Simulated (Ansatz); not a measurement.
# Run report: Co, geometry relaxation (part 3 of 3)

Continued. System: Co (slab, 4 atoms in the cell). Method: DFT PBEsol, scalar-relativistic, plane waves, PAW, spin-polarised (Ansatz 0.2.0); cutoff 420 eV, 12×12×1 k-mesh, Gaussian smearing of 0.1 eV, collinear spins. The structure derives from a Materials Project entry. The input holds or restrains some coordinates. Forces given for the steps count only the free coordinates. It belongs to a series of runs on one base structure; here: clean slab, lower half held.

Geometry of the input (Å; fractional positions):
```
2.4564  0.0000  0.0000
-1.2282  2.1273  0.0000
0.0000  0.0000  22.9543
Co 0.3333  0.6667  0.3703
Co 0.6667  0.3333  0.4568
Co 0.3333  0.6667  0.5432
Co 0.6667  0.3333  0.6297
```

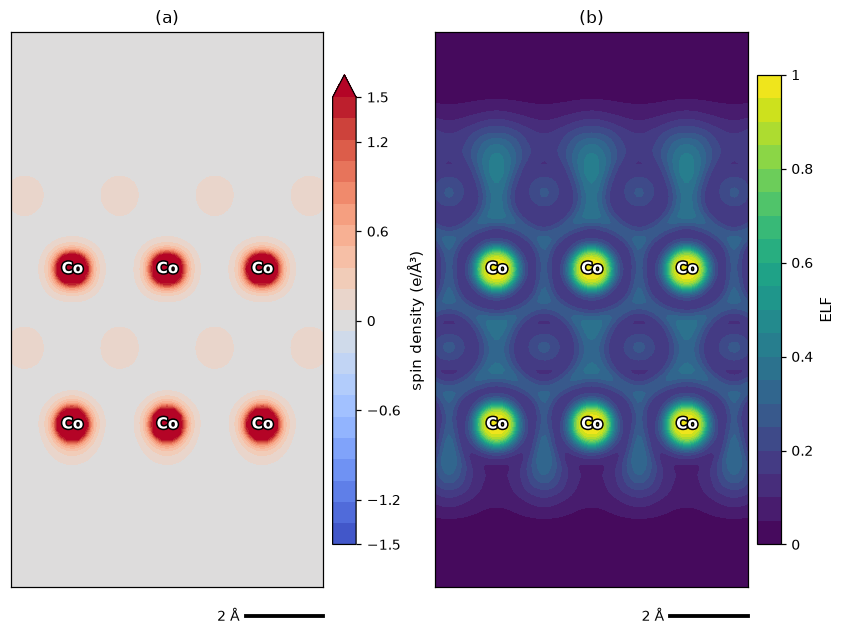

*(a) spin density (up minus down); (b) electron localisation function on the (11̄0) plane of the calculation cell, a cut from vacuum to vacuum.*

Co–Co (2.46 Å): the ELF is about 0.25 at the midpoint; no shared electron pair. The strong features right at Co lie inside the PAW spheres (semicore, d or f shells) and say nothing about bonding. The cell of the calculation (4 atoms) carries 6.7 μB net.

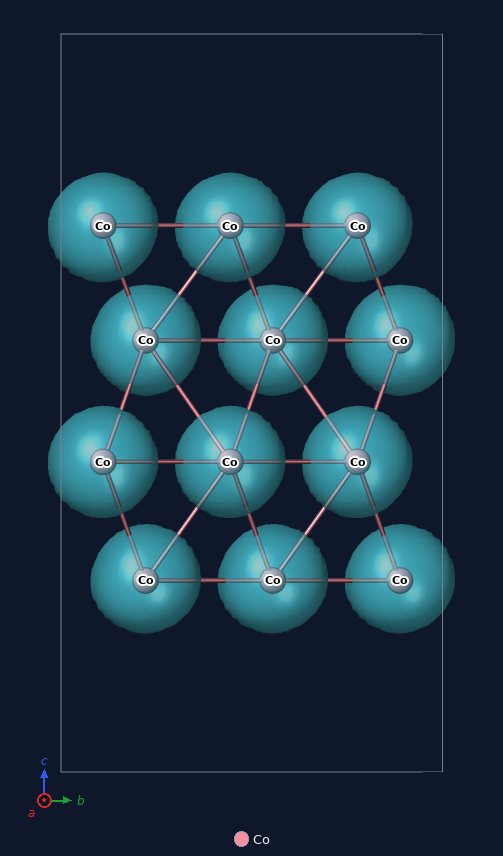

*Isosurface of the valence charge density (pseudo) at 0.6 e/Å³ (cyan), seen along the a axis. Sticks mark near contacts.*

At this value the density breaks into separate islands; it holds about 85 % of the electrons treated as valence (semicore included). It is pinched off along the Co–Co (2.39 Å) and Co–Co (2.44 Å) contacts. On the grid the lowest density along these lines, outside the cores, is 0.41 e/Å³ (Co–Co, 2.39 Å) and 0.37 e/Å³ (Co–Co, 2.44 Å).

Results in brief:

| quantity | value |
| --- | --- |
| outcome | converged under the restraints of the input |
| electrons treated | 68 |
| free energy | −20370.3052 eV |
| work function, top face | 5.12 eV |
| work function, bottom face | 5.16 eV |
| Fermi energy | 3.514 eV |
| gap on the k-point mesh | none (metallic) |
| net moment of the cell | 6.73 μB |
| integrated absolute moment | 7.28 μB |
| final volume | 119.95 Å³ |
| work function (upper face) | 5.12 eV |
| largest force (length of the vector) at the end, held atoms and coordinates included | 0.432 eV/Å |
| hardware | 2 threads of Intel Xeon @ 2.50GHz (Skylake/Cascade Lake), 189 GiB of memory available, shared host |
| wall time | 1.8 min (CPU time 3.3 min) |
| peak memory | 0.51 GiB |

Remarks:

Warnings of the run: the exchange-correlation potential is rough where the density is thin.
